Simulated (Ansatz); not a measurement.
Cd4Te3 (slab)

```yaml
crystal:
  lattice:
    - [4.67919, 0.00000, 0.00000]
    - [0.00000, 4.67919, 0.00000]
    - [0.00000, 0.00000, 24.92606]
  atoms:
    - { symbol: Cd, position: [0.50000, 0.50000, 0.30089] }
    - { symbol: Te, position: [0.50000, 0.00000, 0.36726] }
    - { symbol: Cd, position: [0.00000, 0.00000, 0.43363] }
    - { symbol: Te, position: [0.00000, 0.50000, 0.50000] }
    - { symbol: Cd, position: [0.50000, 0.50000, 0.56637] }
    - { symbol: Te, position: [0.50000, 0.00000, 0.63274] }
    - { symbol: Cd, position: [0.00000, 0.00000, 0.69911] }
```

Theory: Ansatz, DFT PBE, scalar-relativistic, plane waves, PAW.

What will maps of the valence pseudo-density and electron localisation function show?

Answer. Cd–Te (2.87 Å): ρ is about 0.32 e/Å³ halfway; the ELF is about 0.50 at the midpoint and 0.15 at its lowest between the atoms.

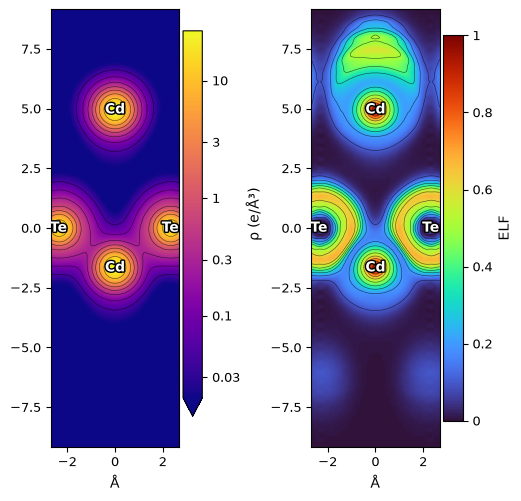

Computed valence pseudo-density and electron localisation function on the (100) plane of the calculation cell, a cut from vacuum to vacuum, in this order. 

Core electrons are frozen (PAW), and the valence fields are smoothed inside the atomic spheres.
